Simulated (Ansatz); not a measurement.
GaN

```
Ga N
1.0
     3.30729    0.00000    0.00000
    -1.65365    2.86420    0.00000
     0.00000    0.00000    4.72054
Ga N
2 2
Direct
  0.33333 0.66667 0.25000
  0.66667 0.33333 0.75000
  0.66667 0.33333 0.25000
  0.33333 0.66667 0.75000
```

Space group P6₃/mmc; started from the h-MgO (five-fold) prototype, which need not be the ambient phase.

All numbers below come from Ansatz 0.2.0, DFT, PBEsol, plane waves, PAW.

Question: What can the converged valence pseudo-density and electron localisation function tell about the bonding?

Answer: Ga–N (1.91 Å): the density is about 0.8 e/Å³ at the midpoint; the ELF peaks at about 0.85 in the valence shell of N, 0.6 Å from its nucleus, and is about 0.50 at the midpoint.

Question: Does the calculation make it a metal, or give it a gap?

Answer: It is gapped, with a Kohn–Sham gap of 1.4 eV on the k-point mesh (the band edges may lie off the mesh, which would make the gap smaller).

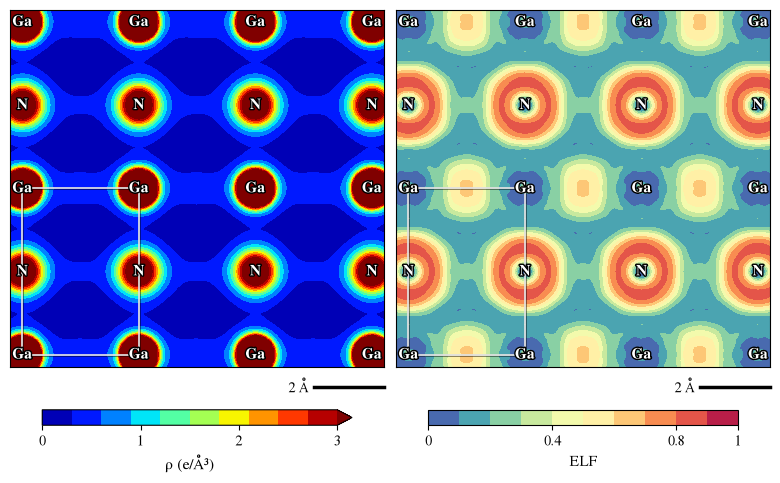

Computed valence pseudo-density and electron localisation function on the (100) plane of the conventional cell, in this order. 

Core electrons are frozen (PAW), and the valence fields are smoothed inside the atomic spheres.
